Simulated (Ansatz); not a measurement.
```cif
data_structure
_symmetry_space_group_name_H-M 'P 1'
_symmetry_Int_Tables_number 1
_cell_length_a 5.6758
_cell_length_b 5.6758
_cell_length_c 5.6758
_cell_angle_alpha 90.000
_cell_angle_beta 90.000
_cell_angle_gamma 90.000
_cell_volume 182.84
loop_
_atom_site_label
_atom_site_type_symbol
_atom_site_fract_x
_atom_site_fract_y
_atom_site_fract_z
_atom_site_occupancy
Ge1 Ge 0.50000 0.00000 0.00000 1
Ge2 Ge 0.00000 0.50000 0.00000 1
Ge3 Ge 0.00000 0.00000 0.50000 1
Ge4 Ge 0.50000 0.50000 0.50000 1
Ge5 Ge 0.75000 0.25000 0.25000 1
Ge6 Ge 0.25000 0.75000 0.25000 1
Ge7 Ge 0.25000 0.25000 0.75000 1
Ge8 Ge 0.75000 0.75000 0.75000 1
```

Space group Fd-3m.

Computed with DFT PBEsol, scalar-relativistic, plane waves, PAW (Ansatz).

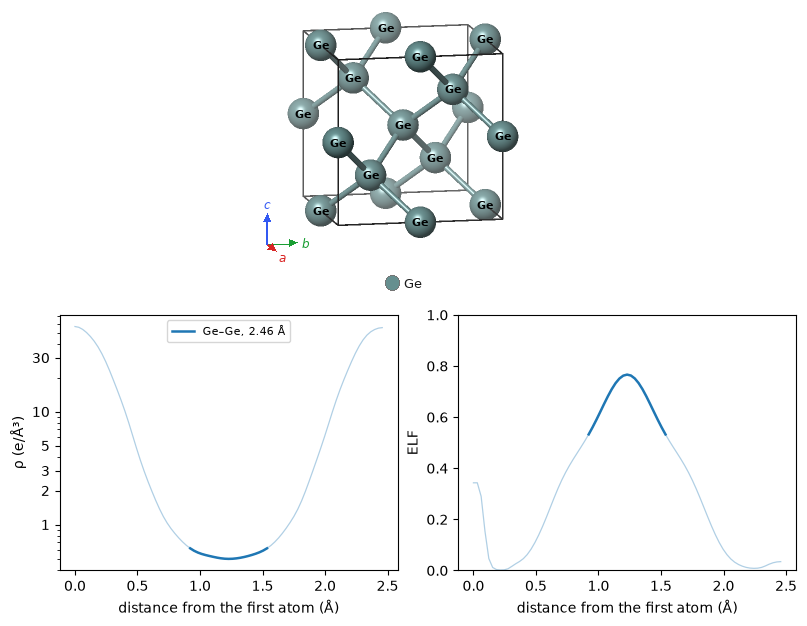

Ge. Valence charge density (pseudo) and ELF along straight lines between neighbouring atoms. Thin, pale parts lie inside the atomic spheres. The structure is drawn too.

The density is the valence pseudo-density of a PAW calculation; it isn't the true density close to the nuclei.

### What can be read from the curves?

Ge–Ge (2.46 Å): ρ at the midpoint is about 0.5 e/Å³; the ELF peaks at about 0.75 between the atoms.
